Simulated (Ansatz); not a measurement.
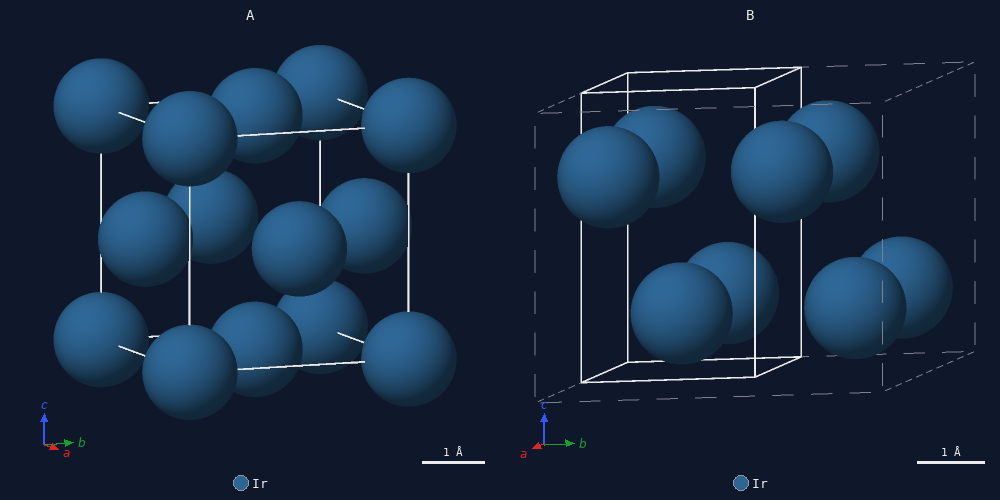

Two structures of Ir, each relaxed (cell and atoms) at zero pressure; conventional cells in solid outline, small ones repeated, each panel with its own scale. Alike in all runs: Ansatz 0.2.0; functional PBEsol; potentials all-electron LAPW, scalar-relativistic; basis error allowed 0.001 eV/atom; occupations fermi-dirac, width 0.05 eV; no spin polarisation; no spin-orbit coupling. The k meshes have like spacings.

Give the type and space group of each panel.

Answer. A: face-centred cubic (Cu type), Fm-3m; B: hexagonal close-packed (Mg type), P6₃/mmc.

Rank them by energy, lowest first.

Answer. A, then B (+111 meV/atom), static energies at zero smearing.

Collect the results in a table.

Answer.
| panel | space group | E − E(lowest) (meV/atom) | volume (Å³/atom) |
| --- | --- | --- | --- |
| A | Fm-3m | 0 | 14.0 |
| B | P6₃/mmc | 111 | 14.1 |

The starts are database entries or structure types tried for this composition, and the most stable form need not be among them.

Caveat: spin-orbit coupling is left out, which matters for Ir, if less for volumes and forces than for levels.
